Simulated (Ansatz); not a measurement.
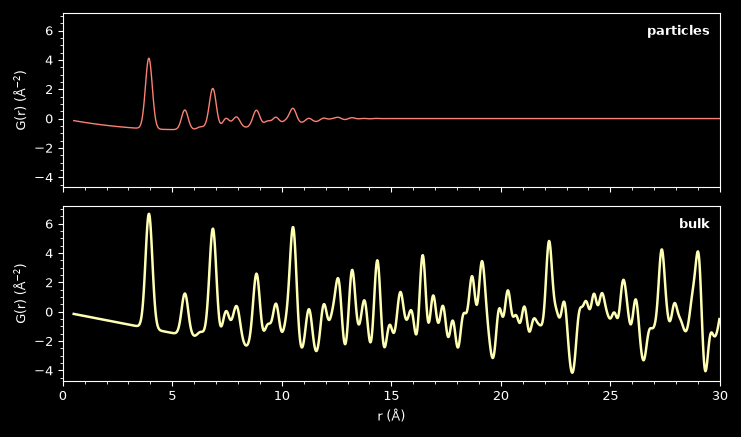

Simulated X-ray pair distribution function, G(r) = R(r)/r − 4πρ₀r, summed over the atomic distances of the structure with each pair weighted by the product of the atomic numbers (X-ray weights at Q = 0); every distance is a Gaussian of σ = 0.15 Å, for spherical particles of Yb with the bulk structure: the bulk G(r) is multiplied by the envelope of a sphere of diameter D, 1 − 3r/2D + r³/2D³, with no surface relaxation. The number density is 0.023 atoms per Å³. It is based on coordinates from a relaxation at fixed volume with DFT HSE06, scalar-relativistic, plane waves, PAW (Ansatz 0.2.0); the starting structure was generated, so it need not be a known form of this composition.

Q: How large are the particles?

A: About 15 Å (1.5 nm): the signal is half of the bulk amplitude at r ≈ 5.2 Å and vanishes at r = D, fading from view somewhat earlier.

Q: Roughly how many atoms does one particle hold?

A: About 41 (number density 0.023 Å⁻³ times πD³/6).
